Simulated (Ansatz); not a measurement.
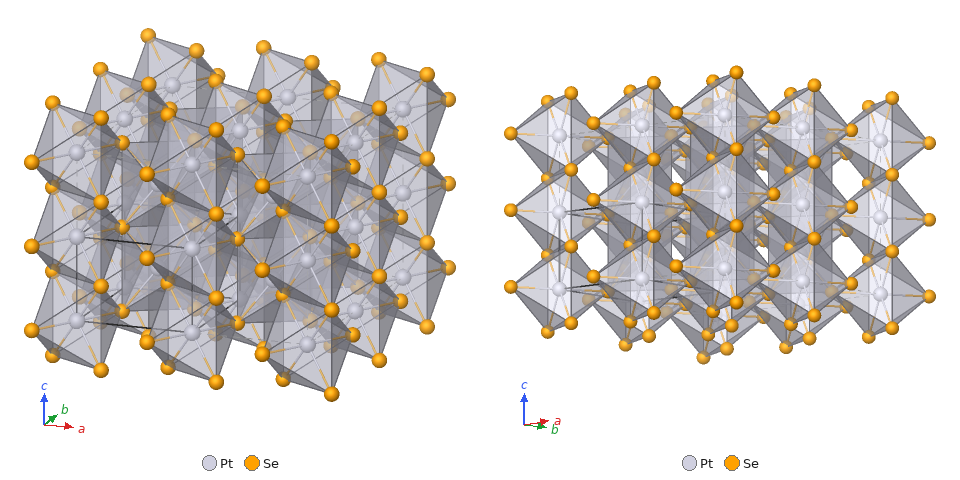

Polyhedra are drawn about Pt (bonds: Pt–Se below 2.9 Å); other atoms are plain spheres. Two views of the same piece.

PtSe₂ (space group Pnnm, No. 58). Coordinates: the end point of a relaxation with Ansatz 0.2.0, DFT, r2SCAN+rVV10, plane waves, PAW.

What figure surrounds each Pt atom, and what does it share with the other drawn polyhedra?

Answer. Pt: PtSe6 octahedron, sharing corners with eight neighbours and edges with two neighbours.

How do these polyhedra hang together as a whole?

Answer. They form a three-dimensional framework of corner- and edge-sharing octahedra.

How far apart are the centres of linked polyhedra?

Answer. Centre to centre across a shared corner: 4.46 Å; across a shared edge: 3.86 Å.
